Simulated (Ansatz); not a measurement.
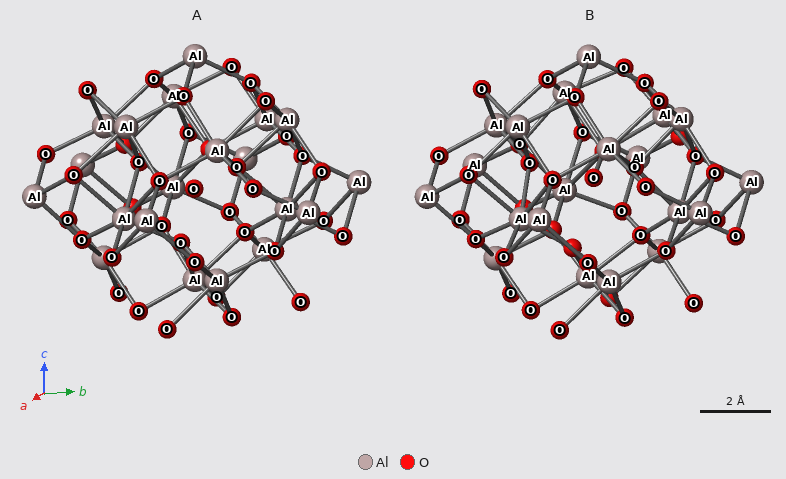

Two geometries of a defect cell of composition Al47O73 (cell charge +1), drawn at one scale. One is the start of a relaxation, the other its converged end. Style: ball-and-stick. Shown: the atoms within 5.0 Å of the atom that moves most (axes of the cell of the calculation (origin shifted)), slightly off an axis.

These are results of DFT, PBEsol, PAW, plane waves in Ansatz 0.2.0, not measurements. (plane-wave cutoff 420 eV; k-point mesh 1 × 1 × 1; mesh shifted by (0.25, 0.25, 0.25); no spin polarisation; atoms relaxed in a fixed cell; force threshold 0.03 eV/Å; at most 80 steps)

Which geometry has the lower energy?

Answer. Structure B is the relaxed one. An O atom moves most: 0.43 Å along [−3 1 2]. By element the largest moves are O 0.43 Å, Al 0.18 Å. The cell doesn't change. Among the contacts that change: O–O 1.885 → 1.278 Å, Al–O 2.000 → 2.272 Å, Al–O 2.012 → 2.253 Å, Al–O 1.859 → 2.053 Å. New bonds form, among them: O–O (1.88 → 1.28 Å). Bond angles that change, for instance: O–Al–O 85.8° → 96.7°, O–Al–O 77.9° → 87.9°, O–Al–O 161.9° → 171.7°. Over 12 geometry steps the energy falls by 2.651 eV per cell of the calculation. The largest force component goes from 2.6 to 0.025 eV/Å. Cost: 13 s on 1 × NVIDIA GB200 with 8 threads of Arm Neoverse-V2, peak memory 1.9 GiB.

Limits of the set-up: the cell is charged, on a uniform background, and energies carry no finite-size correction.
